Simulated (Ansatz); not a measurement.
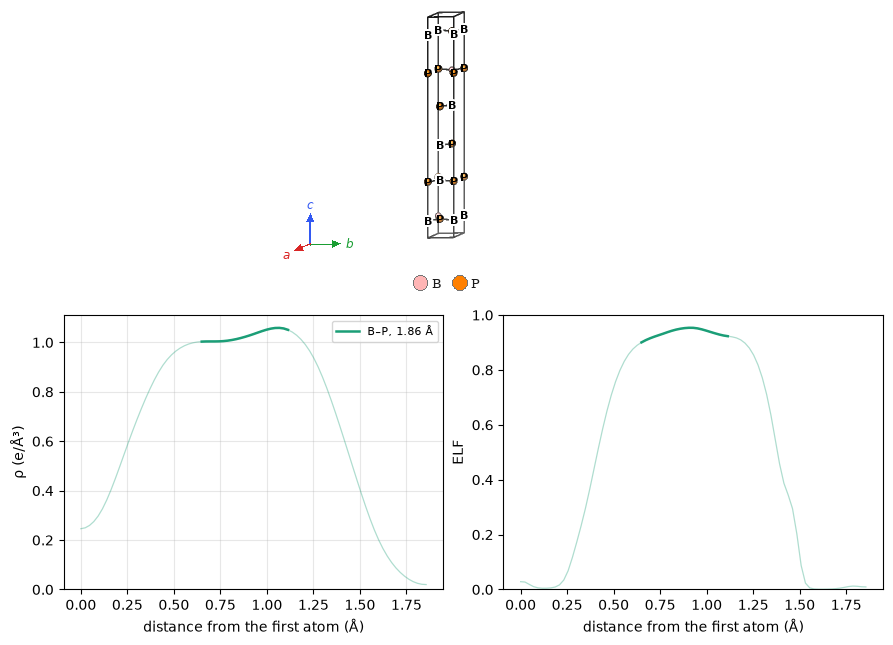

*BP. Valence electron density and electron localisation function along straight lines between neighbouring atoms. Thin, pale parts lie inside the atomic spheres. The structure is drawn too.*

Space group R-3m; a structure generated by program, which may or may not match a known phase.

These are results of Ansatz, DFT PBE, scalar-relativistic, plane waves, PAW, not measurements.

In a PAW calculation such maps are meaningful between the atoms, not at the nuclei.

```cif
data_structure
_symmetry_space_group_name_H-M 'P 1'
_symmetry_Int_Tables_number 1
_cell_length_a 3.2142
_cell_length_b 3.2142
_cell_length_c 27.9435
_cell_angle_alpha 90.000
_cell_angle_beta 90.000
_cell_angle_gamma 120.000
_cell_volume 250.01
loop_
_atom_site_label
_atom_site_type_symbol
_atom_site_fract_x
_atom_site_fract_y
_atom_site_fract_z
_atom_site_occupancy
B1 B 0.66667 0.33333 0.25465 1
B2 B 0.33333 0.66667 0.58799 1
B3 B 0.00000 0.00000 0.92132 1
B4 B 0.00000 0.00000 0.07868 1
B5 B 0.66667 0.33333 0.41201 1
B6 B 0.33333 0.66667 0.74535 1
P1 P 0.00000 0.00000 0.25468 1
P2 P 0.66667 0.33333 0.58801 1
P3 P 0.33333 0.66667 0.92135 1
P4 P 0.66667 0.33333 0.07865 1
P5 P 0.33333 0.66667 0.41199 1
P6 P 0.00000 0.00000 0.74532 1
```

Question: What kind of bonding do the profiles show?

Answer: B–P (1.86 Å): the density is about 1 e/Å³ at the midpoint; the ELF peaks at about 0.95 between the atoms; a covalent bond.
